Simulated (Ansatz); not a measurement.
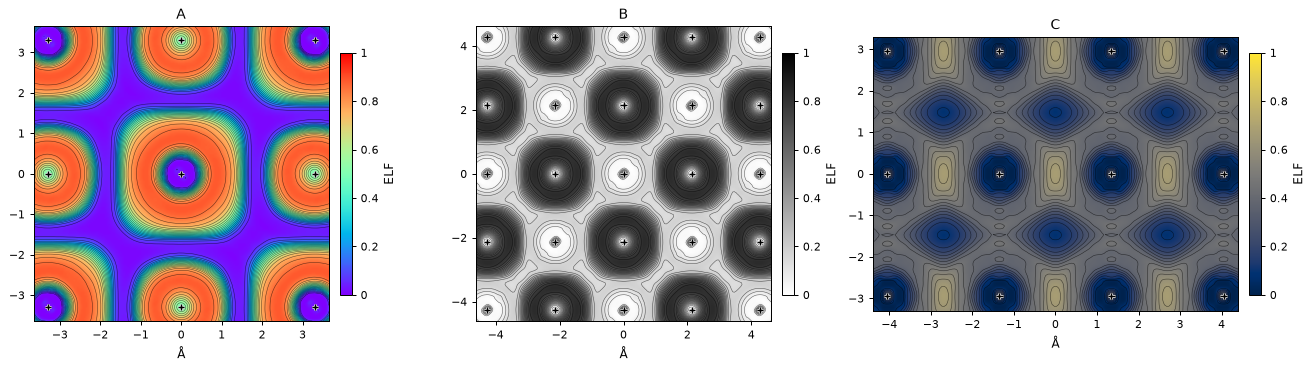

The ELF of 3 systems, each on a plane through atoms (crosses mark nuclei in the plane).

These are results of Ansatz 0.2.0, Kohn-Sham DFT of a periodic cell, HSE06 form with a typed share of exact exchange, Ansatz PAW, not measurements.

System 1: KBr, the (100) plane of the conventional cell. Space group Fm-3m.

System 2: Ge, the (11̄0) plane of the conventional cell. Space group Cmmm; a structure from a database of computed crystals, not necessarily the ambient phase.

System 3: GaN, the (100) plane of the conventional cell. Space group Fm-3m; a structure from a database of computed crystals, not necessarily the ambient phase; computed pressure about −10 GPa in this cell.

```
CELL_PARAMETERS angstrom
4.27047 0.00000 0.00000
0.00000 4.27047 0.00000
0.00000 0.00000 4.27047
ATOMIC_POSITIONS crystal
Ga 0.00000 0.00000 0.00000
Ga 0.50000 0.50000 0.00000
Ga 0.50000 0.00000 0.50000
Ga 0.00000 0.50000 0.50000
N 0.50000 0.00000 0.00000
N 0.00000 0.50000 0.00000
N 0.00000 0.00000 0.50000
N 0.50000 0.50000 0.50000
```

> Match each panel to its system.

Panel A is system 1, KBr: the plane holds Br and K. K–Br (3.30 Å): the ELF is about 0.10 at the midpoint; an ionic contact with no shared pair. Panel B is system 3, GaN: the plane holds Ga and N. Ga–N (2.14 Å): the ELF peaks at about 0.85 in the valence shell of N, 0.7 Å from its nucleus, and is about 0.35 at the midpoint. Panel C is system 2, Ge: the plane holds Ge. Ge–Ge (2.70 Å): the ELF peaks at about 0.65 between the atoms.
